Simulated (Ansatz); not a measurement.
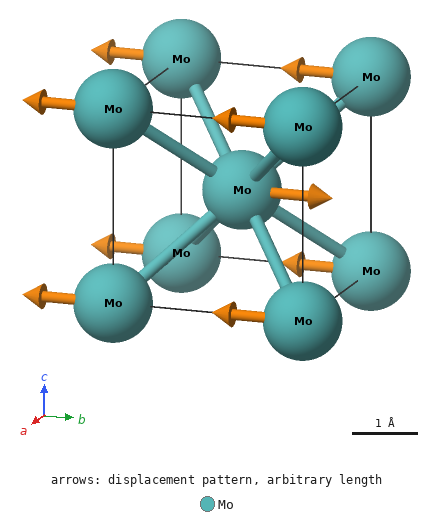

The lowest mode of a crystal of Mo, space group Im-3m (No. 229), at the zone centre of a doubled cell. The orange arrows are the displacements of the atoms (eigenvector over the root of the mass), of arbitrary overall length and sign. The picture is a ball-and-stick view of the conventional cell, seen slightly off an axis. Lengths and directions refer to the drawn axes.

Method: DFT PBE, scalar-relativistic, plane waves, PAW (Ansatz 0.2.0). Set-up: plane-wave cutoff 420 eV; k-point mesh 16 × 16 × 16; occupations gaussian; smearing width 0.15 eV; no spin polarisation.

### Is the structure stable against all modes at this point?

Yes: this softest mode has a real frequency, and so have all others here. That speaks for this wave vector alone: the rest of the zone wasn't checked in this run. This is a triply degenerate mode (one member of the set is drawn) at 4.81 THz, the only level (the three translations aside). All motion is along b; atoms of one kind move against one another, with no net shift of their sublattice. It changes sign from one half of the doubled cell to the other: it belongs to the zone boundary, q = (1/2, 1/2, 1/2) in the reciprocal vectors of the undoubled cell.
